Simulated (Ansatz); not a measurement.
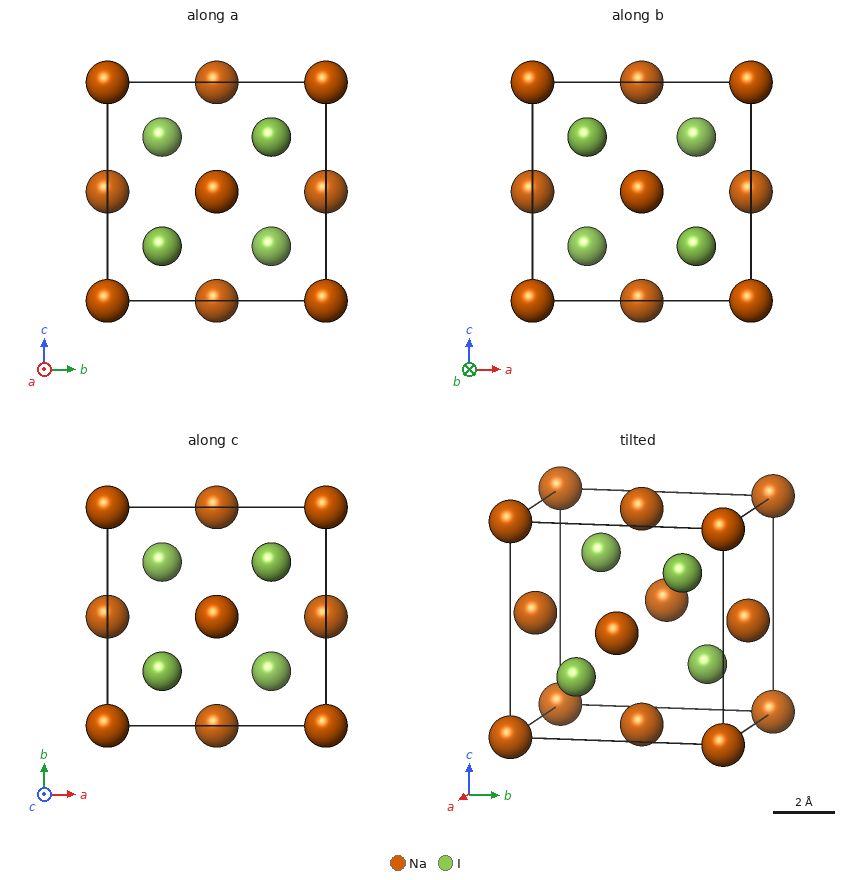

A spheres-only rendering, viewed along the a axis, along the b axis, along the c axis and slightly off an axis. Atoms at the boundary of the conventional unit cell (the box) are drawn once for each face, edge or corner they touch.

Lattice parameters: a = 7.2102 Å, b = 7.2102 Å, c = 7.2102 Å, α = 90.000°, β = 90.000°, γ = 90.000°.

### Express the structure as a CIF with its space group and independent sites.

```cif
data_structure
_symmetry_space_group_name_H-M 'F -4 3 m'
_symmetry_Int_Tables_number 216
_cell_length_a 7.2102
_cell_length_b 7.2102
_cell_length_c 7.2102
_cell_angle_alpha 90.000
_cell_angle_beta 90.000
_cell_angle_gamma 90.000
_cell_volume 374.84
loop_
_atom_site_label
_atom_site_type_symbol
_atom_site_symmetry_multiplicity
_atom_site_Wyckoff_symbol
_atom_site_fract_x
_atom_site_fract_y
_atom_site_fract_z
_atom_site_occupancy
Na1 Na 4 a 0.0000 0.0000 0.0000 1
I1 I 4 d 0.2500 0.2500 0.7500 1
```

The structure was taken from a structure type filled with these elements by a generator (whether the compound takes this form wasn't checked). The cell was then strained or its atoms displaced on purpose. It was run through Ansatz as a DFT input.
